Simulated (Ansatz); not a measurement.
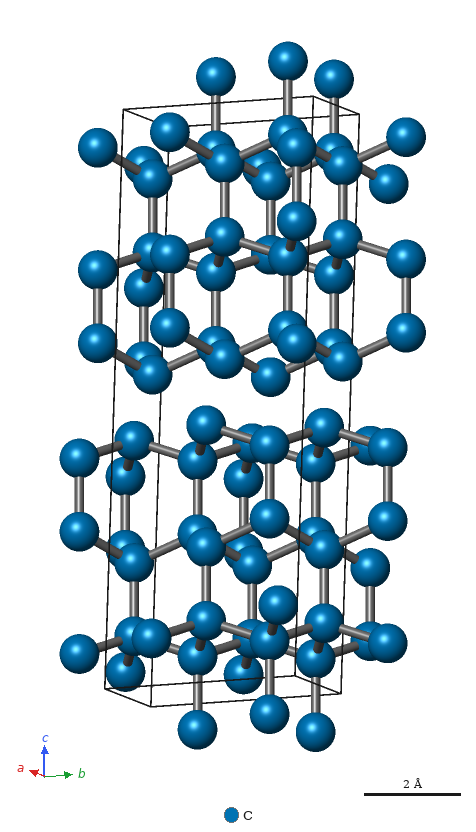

View from a general direction, drawn as a ball-and-stick model. The edges of the conventional unit cell are marked. Atoms outside the box are added where they are bonded to one inside. Cell: a = 2.503 Å, b = 4.336 Å, c = 12.547 Å, α = 90.00°, β = 94.58°, γ = 90.00°.

The element is carbon. It takes space group C2 (No. 5) on a base-centred monoclinic lattice. The cell holds 24 atoms. As the bonds are drawn, the neighbour counts come to C 3 to 4 (mean 3.8). The bonds build C layers parallel to (001).

The structure comes from an entry, possibly a prediction, of the Crystallography Open Database. The cell was then strained or its atoms displaced on purpose. A calculation with Ansatz used it as input.

At this level of theory the run's own cell isn't at rest (forces up to 5.2 eV/Å), so its distances can differ from those at equilibrium, the more so the softer the solid.
